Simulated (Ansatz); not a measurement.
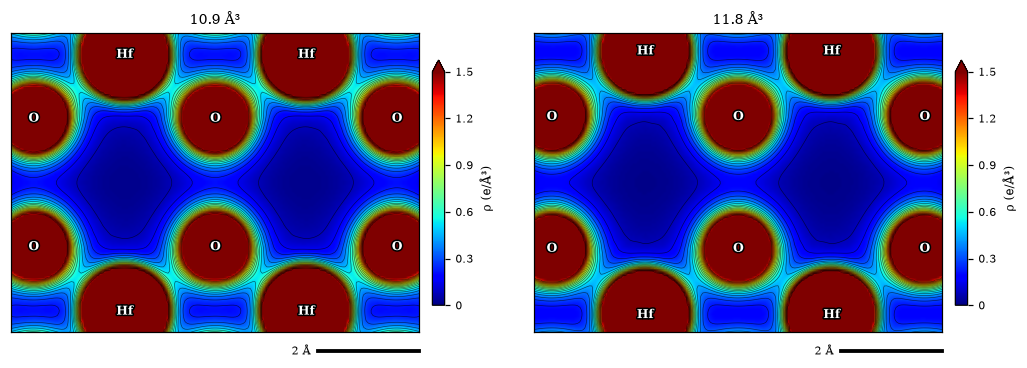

HfO$_{2}$. The valence charge density (pseudo) of cells scaled evenly to different volumes (given per atom above each panel), on the (11̄0) plane of each (indices in the axes of the cell below), at one length scale and on one colour scale.

All numbers below come from Kohn-Sham DFT of a periodic cell, BLYP with D4, Ansatz PAW in Ansatz 0.2.0.

The largest cell:

```
CELL_PARAMETERS angstrom
0.00000 2.60766 2.60766
2.60766 0.00000 2.60766
2.60766 2.60766 0.00000
ATOMIC_POSITIONS crystal
Hf 0.00000 0.00000 0.00000
O 0.75000 0.75000 0.75000
O 0.25000 0.25000 0.25000
```

| volume (Å³/atom) | Hf–O contact in the plane (Å) | ρ at its midpoint (e/Å³) | pressure (GPa) | gap on the mesh (eV) | 
| --- | --- | --- | --- | --- |
| 10.93 | 2.200 | 0.566 | 2.8 | 3.94 | 
| 11.60 | 2.244 | ? | ? | ? | 
| 11.82 | 2.258 | 0.492 | −14.3 | 3.72 | 

### What values belong in the row with question marks?

Over the known rows ln ρ falls by 2.42 per Å of Hf–O distance (the line through the two), which gives 0.509 e/Å³ at 2.244 Å; the calculation gives 0.509 e/Å³. For the pressure, a straight line in volume between the neighbouring rows gives −10.1 GPa; the calculation gives −10.6, lower because pressure rises ever faster on compression. For the gap on the mesh, a straight line in volume between the neighbouring rows gives 3.77 eV; the calculation gives 3.78.
